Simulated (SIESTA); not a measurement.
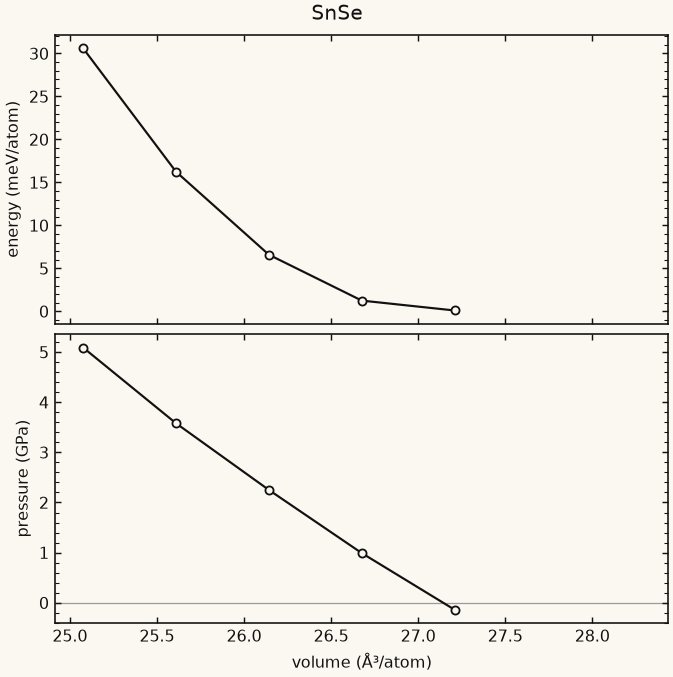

The plot gives the computed energy and pressure against volume for SnSe, space group Pnma (No. 62).

Cell as given: a = 11.420 Å, b = 4.190 Å, c = 4.460 Å, α = 90.00°, β = 90.00°, γ = 90.00°; 8 atoms.

Method: DFT in numerical atomic orbitals with pseudopotentials, no spin polarisation; energies at scaled volumes of the given cell, shape and fractions fixed, counted from the fit's minimum, third-order Birch-Murnaghan fit (SIESTA 5.4.2). Level: PBEsol.

```
         setting                                                                     value
          k mesh                                                                     2×4×4
     occupations                                                               Fermi–Dirac
  smearing width                                                                   0.05 eV
      potentials  PseudoDojo 0.4 standard, converted to PSML, two zetas on semicore shells
program settings                                             basis DZP, mesh cutoff 500 Ry
```

The points at volume 27.74 Å³/atom and 28.28 Å³/atom are left out of the plot. What values does the calculation give there?

| volume (Å³/atom) | energy (meV/atom) | pressure (GPa) |
| --- | --- | --- |
| 27.74 | 2.29 | −1.15 |
| 28.28 | 7.70 | −2.07 |

Caveats: mulliken charges of long orbitals; shape and atomic fractions are frozen while scaling, which makes layered, chain and framework solids too stiff.
